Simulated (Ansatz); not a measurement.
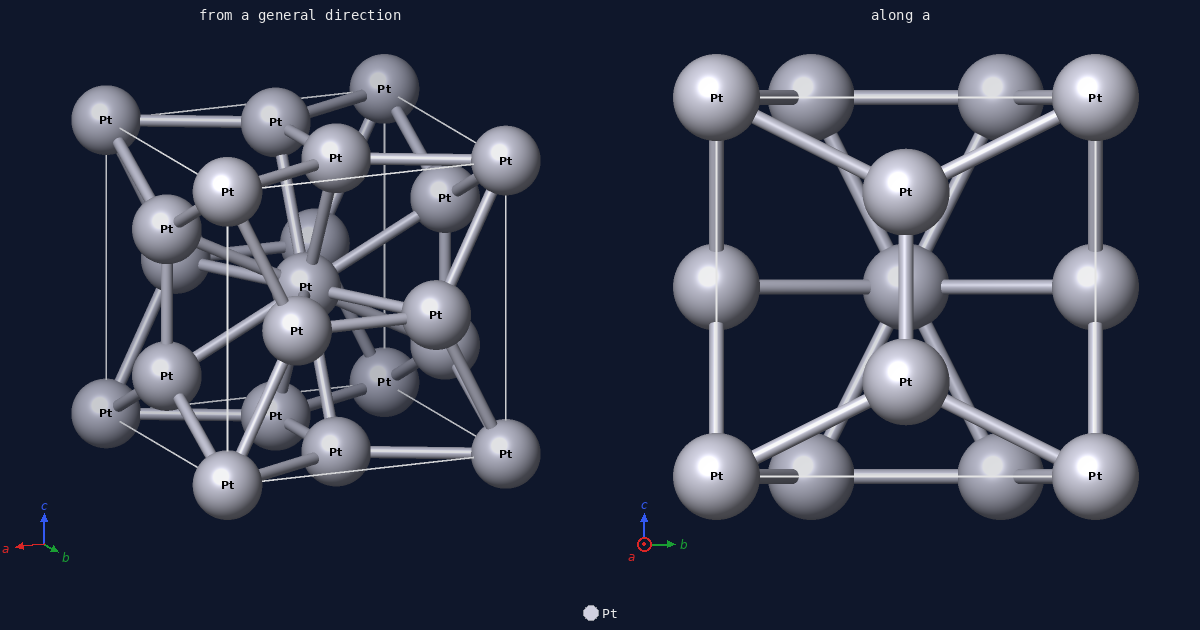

This ball-and-stick model is shown from a general direction and along the a axis. The lines enclose the conventional unit cell; boundary atoms appear with their images.

Unit-cell dimensions: a = 4.99 Å, b = 4.99 Å, c = 4.99 Å, α = 90.00°, β = 90.00°, γ = 90.00°.

Counted as bonded: Pt–Pt up to 2.80 Å (cut-off distances).

Q: Give the number of atoms in the outlined cell.

A: 8 (platinum), counting shared atoms by their share.

Q: What space-group symmetry does the structure have?

A: Pm-3n (No. 223), with Pt on 2a and Pt on 6c.

Q: Structure type?

A: Β-tungsten (A15) type.

The structure comes from a textbook structure type filled with this element (whether it is the usual form wasn't checked). The geometry was optimised with DFT PBEsol, scalar-relativistic, plane waves, PAW (Ansatz).
